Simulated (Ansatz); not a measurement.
The structure in question:

```yaml
crystal:
  lattice:
    - [4.64282, 0.00000, 0.00000]
    - [0.00000, 4.64282, 0.00000]
    - [0.00000, 0.00000, 2.96404]
  atoms:
    - { symbol: Ti, position: [0.50000, 0.50000, 0.50000] }
    - { symbol: Ti, position: [0.00000, 0.00000, 0.00000] }
    - { symbol: O, position: [0.30508, 0.30508, 0.00000] }
    - { symbol: O, position: [0.80508, 0.19492, 0.50000] }
    - { symbol: O, position: [0.19492, 0.80508, 0.50000] }
    - { symbol: O, position: [0.69492, 0.69492, 0.00000] }
```

> Work out the structure from the coordinates.

The material is TiO2. Space group P4_2/mnm (No. 136), lattice primitive tetragonal. The prototype is rutile. The cell has 6 atoms, namely 2 Ti, 4 O. Ti bonds to six O in a distorted octahedral arrangement at 1.96 to 2.00 Å. Around each O lie three Ti at 1.96 to 2.00 Å. Not all metal-metal contacts are counted. The bonds build a three-dimensional framework.

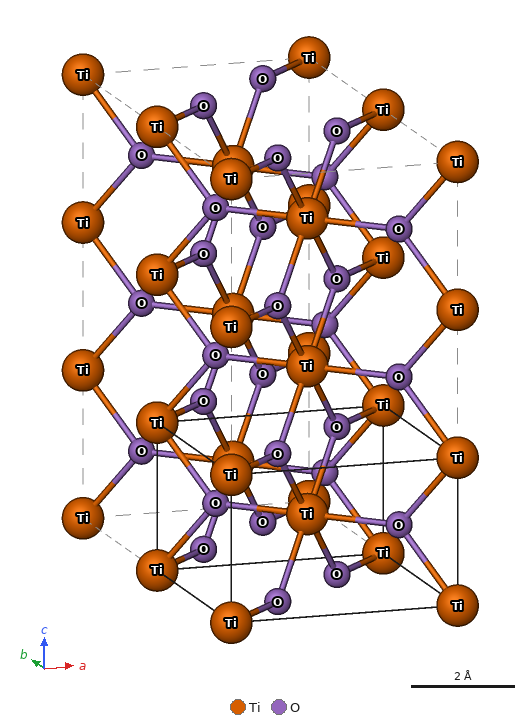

A ball-and-stick picture of a crystal structure, seen slightly off an axis. A 1×2×3 array of cells is drawn; the conventional unit cell has the solid edges.

The starting point was a structure listed in the Materials Project, with elements exchanged, so it need not be a known form of the compound. Earlier steps of the study may have refined or changed the cell and positions. It was run through Ansatz as a DFT input.
